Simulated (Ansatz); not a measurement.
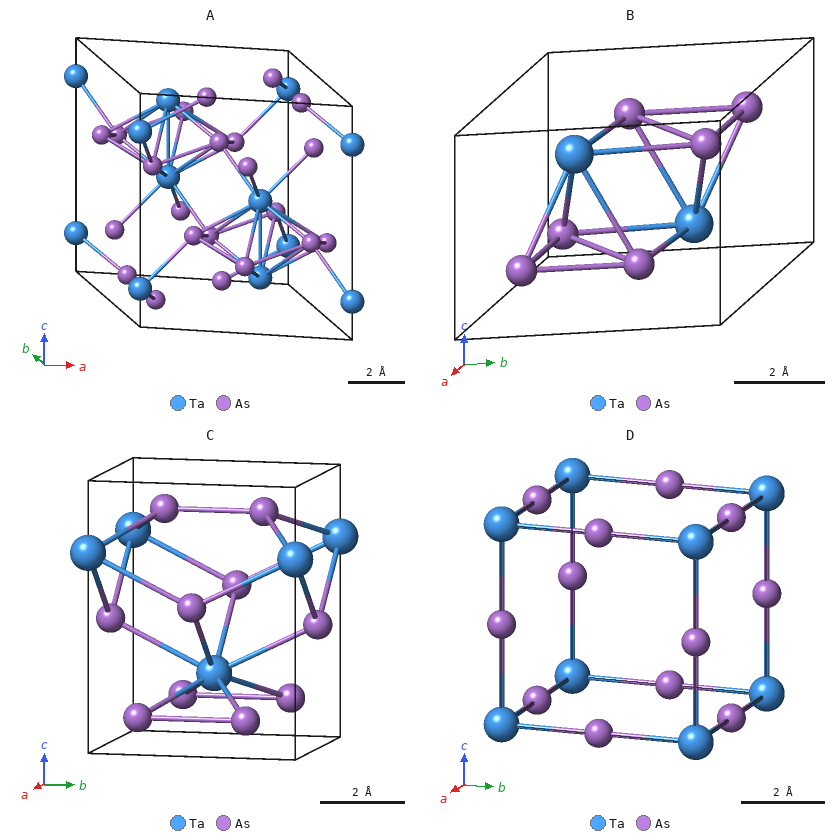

Four structures of TaAs₃, each relaxed to rest (conventional cells in solid outline, small ones repeated, each panel with its own scale). Method: Ansatz 0.2.0, DFT PBE, scalar-relativistic, plane waves, PAW, without spin polarisation.

> What are the structures shown?

A: 24 atoms a cell on a rhombohedral (trigonal R) lattice, R-3m; B: 8 atoms a cell on a primitive hexagonal lattice, P6_3/mmc; C: 8 atoms a cell on a primitive orthorhombic lattice, Pmmn; D: ReO₃ type, Pm-3m.

> Which of these is lowest in energy, and how far above it do the others lie?

C, then A (+69 meV/atom), B (+256 meV/atom) and D (+314 meV/atom), energies at zero smearing.

> Collect the results in a table.

| panel | structure | E − E(lowest) (meV/atom) | volume (Å³/atom) | gap (eV) |
| --- | --- | --- | --- | --- |
| C | Pmmn | 0 | 18.7 | metal |
| A | R-3m | 69 | 19.2 | metal |
| B | P6_3/mmc | 256 | 18.8 | metal |
| D | Pm-3m | 314 | 31.3 | metal |

Some of these may be structure types tried for this composition rather than known phases, and the most stable form need not be among them. Gaps are taken on the k-mesh or band path of each run.
